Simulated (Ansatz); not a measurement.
**Single-point calculation, with input and output: Cu2O (part 2 of 2)**

The same run, continued: Cu2O (6 atoms in the cell); DFT, HSE06, plane waves, PAW, no spin polarisation (Ansatz 0.2.0); cutoff 420 eV, 4×4×4 k-mesh, fixed occupations. The structure derives from an entry of the Crystallography Open Database. The geometry comes from this level: r2SCAN.

Geometry of the input (Å; fractional positions):
```
4.2461  0.0000  0.0000
0.0000  4.2461  0.0000
0.0000  0.0000  4.2461
Cu 0.2500  0.2500  0.2500
Cu 0.2500  0.7500  0.7500
Cu 0.7500  0.7500  0.2500
Cu 0.7500  0.2500  0.7500
O  0.0000  0.0000  0.0000
O  0.5000  0.5000  0.5000
```

Output, continued
```
--- Forces (eV/Å), atoms counted from 1 ---
  atom   1  Cu     0.00000000    -0.00000000     0.00000000
  atom   2  Cu     0.00000000    -0.00000000     0.00000000
  atom   3  Cu     0.00000000    -0.00000000     0.00000000
  atom   4  Cu     0.00000000    -0.00000000    -0.00000000
  atom   5  O      0.00000000     0.00000000     0.00000000
  atom   6  O      0.00000000     0.00000000     0.00000000
  max |Σ_I F_I| component: 1.16e-18 eV/Å
--- Stress (GPa, compression-positive) ---
        3.094691       0.000000       0.000000
       -0.000000       3.094691       0.000000
        0.000000       0.000000       3.094691
  P = ⅓ Tr σ = 3.0947 GPa (30.947 kbar)
--- Band table (eV; the first three rows and the last of 10) ---
  k-point 0: bands = ["-107.1040", "-107.1022", "-107.1022", "-107.1022", "-63.0602", "-63.0449", "-63.0449", "-63.0449", "-62.8694", "-62.8694", "-62.8605", "-62.8605", "-62.8605", "-62.8555", "-62.8555", "-62.8555", "-11.7236", "-10.9099", "2.3185", "2.3185", "2.3185", "5.0175", "5.1082", "5.1082", "5.1082", "6.2531", "6.2531", "6.5715", "6.5715", "6.5715", "7.2896", "7.2896", "7.5182", "7.5182", "7.5182", "7.5230", "7.5230", "7.5230", "7.8389", "7.8389", "7.8389", "10.1259", "10.1259", "10.1259", "12.1585", "12.5786", "12.5786", "20.2614", "20.2614"]
  k-point 1: bands = ["-107.1038", "-107.1024", "-107.1022", "-107.1022", "-63.0579", "-63.0470", "-63.0447", "-63.0447", "-62.8681", "-62.8674", "-62.8618", "-62.8599", "-62.8599", "-62.8576", "-62.8560", "-62.8560", "-11.6034", "-11.0275", "2.5315", "2.5735", "2.5735", "4.1424", "4.4395", "4.4395", "5.6120", "6.3862", "6.6026", "6.6473", "6.9158", "6.9158", "7.2874", "7.3326", "7.3365", "7.4135", "7.4854", "7.4854", "7.6160", "7.7647", "7.7647", "7.9166", "7.9166", "8.6273", "9.9917", "9.9917", "12.7298", "13.5101", "14.0651", "18.7491", "19.4234"]
  k-point 2: bands = ["-107.1032", "-107.1032", "-107.1022", "-107.1022", "-63.0524", "-63.0524", "-63.0447", "-63.0447", "-62.8650", "-62.8650", "-62.8625", "-62.8625", "-62.8592", "-62.8592", "-62.8568", "-62.8568", "-11.3142", "-11.3142", "3.0569", "3.0569", "3.1644", "3.1644", "3.6908", "3.6908", "6.3877", "6.3877", "6.7837", "6.7837", "7.0664", "7.0664", "7.2098", "7.2098", "7.3443", "7.3443", "7.4145", "7.4145", "7.4539", "7.4539", "7.7020", "7.7020", "8.3702", "8.3702", "9.7972", "9.7972", "13.9655", "13.9655", "15.7577", "15.7577", "19.4315"]
  k-point 9: bands = ["-107.1026", "-107.1026", "-107.1026", "-107.1026", "-63.0597", "-63.0447", "-63.0447", "-63.0447", "-62.8686", "-62.8686", "-62.8686", "-62.8562", "-62.8562", "-62.8561", "-62.8561", "-62.8561", "-11.5337", "-10.9943", "2.4755", "2.4755", "2.4755", "4.1698", "4.1698", "4.1698", "6.3033", "6.3033", "6.3033", "6.7315", "6.7315", "7.0254", "7.0254", "7.0254", "7.4913", "7.4913", "7.4913", "7.5462", "7.5462", "7.5462", "7.7825", "7.7825", "9.2020", "9.3455", "9.3455", "9.3455", "13.9307", "13.9307", "13.9307", "16.9527", "16.9527"]
```

File rho_z.tsv
```
# z_ang	rho[e/angstrom^3]
# format = ansatz-planar-average/11
# lattice	4.246080456	0.000000000	0.000000000
# lattice	0.000000000	4.246080456	0.000000000
# lattice	0.000000000	0.000000000	4.246080456
# sites	6
# site	29	1.061520114	1.061520114	1.061520114
# site	29	1.061520114	3.184560342	3.184560342
# site	29	3.184560342	3.184560342	1.061520114
# site	29	3.184560342	1.061520114	3.184560342
# site	8	0.000000000	0.000000000	0.000000000
# site	8	2.123040228	2.123040228	2.123040228
0.000000	4.932850e-1
0.141536	4.795231e-1
0.283072	4.602913e-1
0.424608	5.000471e-1
0.566144	7.109161e-1
0.707680	1.242082e0
0.849216	2.108261e0
0.990752	2.873666e0
1.132288	2.873666e0
1.273824	2.108261e0
1.415360	1.242082e0
1.556896	7.109161e-1
1.698432	5.000471e-1
1.839968	4.602913e-1
1.981504	4.795231e-1
2.123040	4.932850e-1
2.264576	4.795231e-1
2.406112	4.602913e-1
2.547648	5.000471e-1
2.689184	7.109161e-1
2.830720	1.242082e0
2.972256	2.108261e0
3.113792	2.873666e0
3.255328	2.873666e0
3.396864	2.108261e0
3.538400	1.242082e0
3.679936	7.109161e-1
3.821472	5.000471e-1
3.963008	4.602913e-1
4.104544	4.795231e-1
```

File v_z.tsv
```
# z_ang	v_es[eV]	v_tot[eV]
# format = ansatz-planar-average/11
# xc	hse06
# density_cutoff_ev	1680
# datasets	Cu=:simpson_from_first_knot:soft:fock:shift=0	O=:simpson_from_first_knot:soft:fock:shift=0
# lattice	4.246080456	0.000000000	0.000000000
# lattice	0.000000000	4.246080456	0.000000000
# lattice	0.000000000	0.000000000	4.246080456
# sites	6
# site	29	1.061520114	1.061520114	1.061520114
# site	29	1.061520114	3.184560342	3.184560342
# site	29	3.184560342	3.184560342	1.061520114
# site	29	3.184560342	1.061520114	3.184560342
# site	8	0.000000000	0.000000000	0.000000000
# site	8	2.123040228	2.123040228	2.123040228
0.000000	8.750058e0	5.664651e-1
0.141536	8.649651e0	4.026713e-1
0.283072	8.083345e0	-3.168575e-1
0.424608	6.843271e0	-1.733437e0
0.566144	5.301859e0	-3.458438e0
0.707680	3.778172e0	-5.179793e0
0.849216	2.446822e0	-6.704281e0
0.990752	1.752323e0	-7.525103e0
1.132288	1.752323e0	-7.525103e0
1.273824	2.446822e0	-6.704281e0
1.415360	3.778172e0	-5.179793e0
1.556896	5.301859e0	-3.458438e0
1.698432	6.843271e0	-1.733437e0
1.839968	8.083345e0	-3.168575e-1
1.981504	8.649651e0	4.026713e-1
2.123040	8.750058e0	5.664651e-1
2.264576	8.649651e0	4.026713e-1
2.406112	8.083345e0	-3.168575e-1
2.547648	6.843271e0	-1.733437e0
2.689184	5.301859e0	-3.458438e0
2.830720	3.778172e0	-5.179793e0
2.972256	2.446822e0	-6.704281e0
3.113792	1.752323e0	-7.525103e0
3.255328	1.752323e0	-7.525103e0
3.396864	2.446822e0	-6.704281e0
3.538400	3.778172e0	-5.179793e0
3.679936	5.301859e0	-3.458438e0
3.821472	6.843271e0	-1.733437e0
3.963008	8.083345e0	-3.168575e-1
4.104544	8.649651e0	4.026713e-1
```

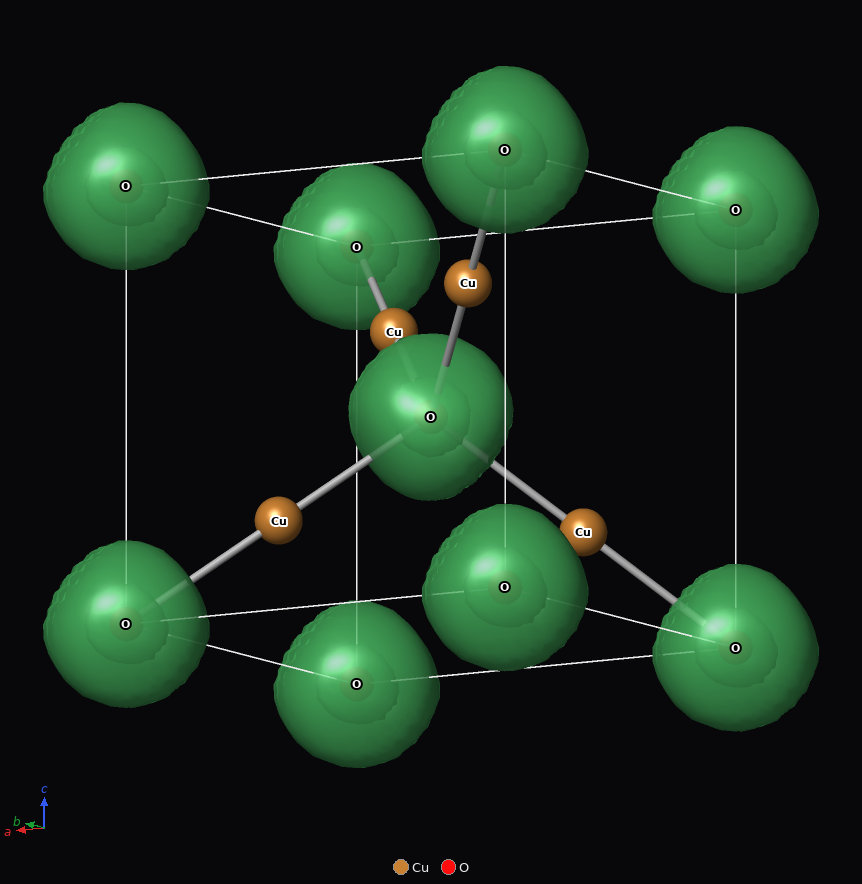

**Figure 1.** Isosurface of the ELF at 0.7 (green), seen at an oblique angle. Only the valence region is drawn (cores and ρ < 0.01 e/Å³ removed). Sticks mark near contacts. The outline is the cell set on symmetry axes. Profiles from the grid: Cu–O (1.84 Å): the ELF is about 0.25 at the midpoint. In a PAW calculation such maps are meaningful between the atoms, not at the nuclei.

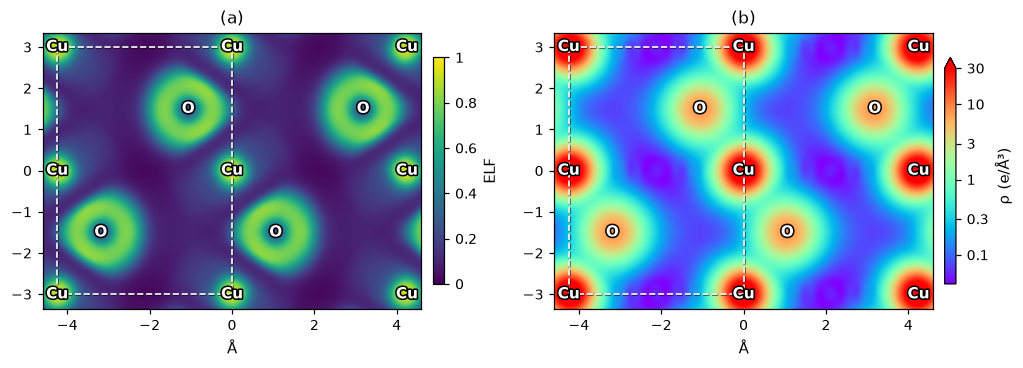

**Figure 2.** (a) ELF; (b) valence pseudo-density on the (11̄0) plane of the conventional cell. The plane passes through Cu and O nuclei. Cu–O (1.84 Å): the density is about 0.84 e/Å³ at the midpoint; the ELF is about 0.25 at the midpoint. Away from the nuclei the density in this plane falls to 0.04 e/Å³ at its lowest. The strong features right at Cu lie inside the PAW spheres (semicore, d or f shells) and say nothing about bonding.

Results in brief

```csv
quantity,value
outcome,converged
space group (tolerance 0.01 Å),Pn-3m (224)
electrons treated,88
free energy,−27628.9993 eV
Fermi energy,10.126 eV
gap on the k-point mesh,2.03 eV
pressure,3.09 GPa
largest force (length of the vector),under 0.001 eV/Å
wall time,31 s (CPU time 1.8 min)
peak memory,1.1 GiB
```

Notes

The program warns: the exchange loop's threshold is looser than advised for the stress; the SCF threshold is looser than advised for the printed stress.
